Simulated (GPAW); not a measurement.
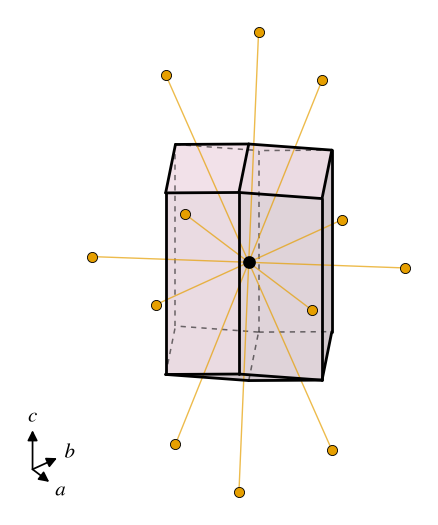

The Wigner–Seitz cell of the crystal's lattice, with lines to the lattice points that define its faces. Crystal: BN, a cell listed in the Materials Project, as set up for an electronic-structure calculation. All values are computed from the atomic coordinates in the standard setting (tolerance 0.002 Å).

a = 2.502 Å, b = 2.502 Å, c = 10.119 Å, α = 90.00°, β = 90.00°, γ = 120.00°; lattice centring R.

**Which of Fedorov's five parallelohedra is it?**

A rhombic dodecahedron: 12 faces (12 with 4 edges), 24 edges, 14 vertices. Its volume is that of the primitive cell, 18.3 Å³.

**Which lattice vectors do the faces bisect?**

```tsv
example	length (Å)	faces	edges of each	area (Å²)
a	2.50	6	4	4.4
2/3 a + 1/3 b + 1/3 c	3.67	6	4	2.0
```
